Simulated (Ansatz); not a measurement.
## Electronic structure of ZnO in real space

The calculation's input:

```
crystal:
  lattice:
    - [2.9768608459, 0.0, 0.0]
    - [-1.488430423, 2.5780371161, 0.0]
    - [0.0, 0.0, 5.1256343879]
  atoms:
    - { symbol: Zn, position: [0.0, 0.0, 0.0] }
    - { symbol: Zn, position: [0.0, 0.0, 0.5] }
    - { symbol: O, position: [0.3333333333, 0.6666666667, 0.25] }
    - { symbol: O, position: [0.6666666667, 0.3333333333, 0.75] }
kpoints:
  mp_grid: { grid: [6, 6, 4] }
hamiltonian:
  xc: hse06
scf:
  occupations: { method: fermi_dirac, width: 0.02 }
relax:
  f_tol: 0.005
  cell: {}
output:
  write_density: true
  write_potential: true
  elf: true
  volumetric_format: npy
```

Command:

```sh
ansatz run input.yaml --threads 2 --pin off --max-ram 2211MiB --backend cpu --events-out ev --progress --plain --runs-dir out
```

Below, planes, directions and counts refer to the conventional cell (a = 2.98 Å, b = 2.98 Å, c = 5.14 Å, α = 90.00°, β = 90.00°, γ = 120.00°).

The fields are those of the run's last geometry, not of the input's.

Space group P6₃/mmc; started from the NiAs prototype, which need not be the ambient phase.

The calculation used DFT, HSE06, plane waves, PAW (Ansatz).

Core electrons are frozen (PAW), and the valence fields are smoothed inside the atomic spheres.

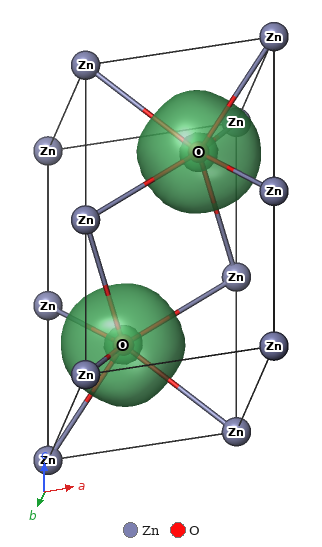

Figure 1. Isosurface of the ELF at 0.6 (green), seen at an oblique angle. Core shells and regions of very low density are left out. Sticks mark near contacts.

### Describe the localisation domains.

The surface consists of two regions wrapped around O (the valence shell of each), counted in one cell of 4 atoms. Regions shared between cells count once. Profiles from the grid: Zn–O (2.15 Å): the ELF peaks at about 0.80 in the valence shell of O, 0.6 Å from its nucleus, and is about 0.15 at the midpoint; no shared electron pair shows on this line.

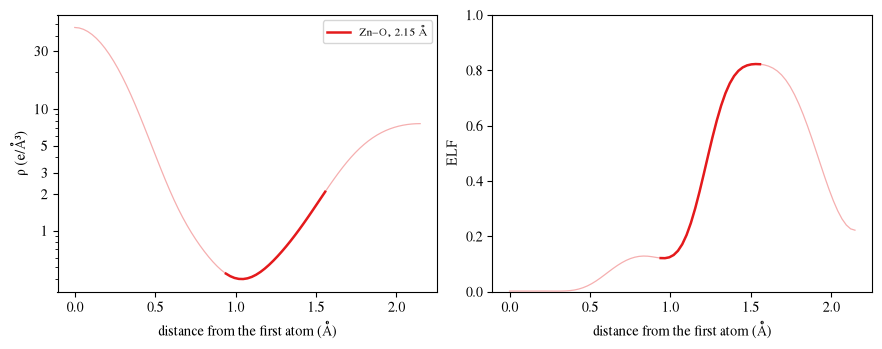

Figure 2. Valence charge density (pseudo) and ELF along straight lines between neighbouring atoms. Thin, pale parts lie inside the atomic spheres.

### What can be read from the curves?

Zn–O (2.15 Å): ρ at the midpoint is about 0.4 e/Å³; the ELF peaks at about 0.80 in the valence shell of O, 0.6 Å from its nucleus, and is about 0.15 at the midpoint: no shared electron pair shows on this line.

### Does the calculation make it a metal, or give it a gap?

It is gapped, with a Kohn–Sham gap of 2.5 eV on the k-point mesh, an upper bound to the gap of this method.
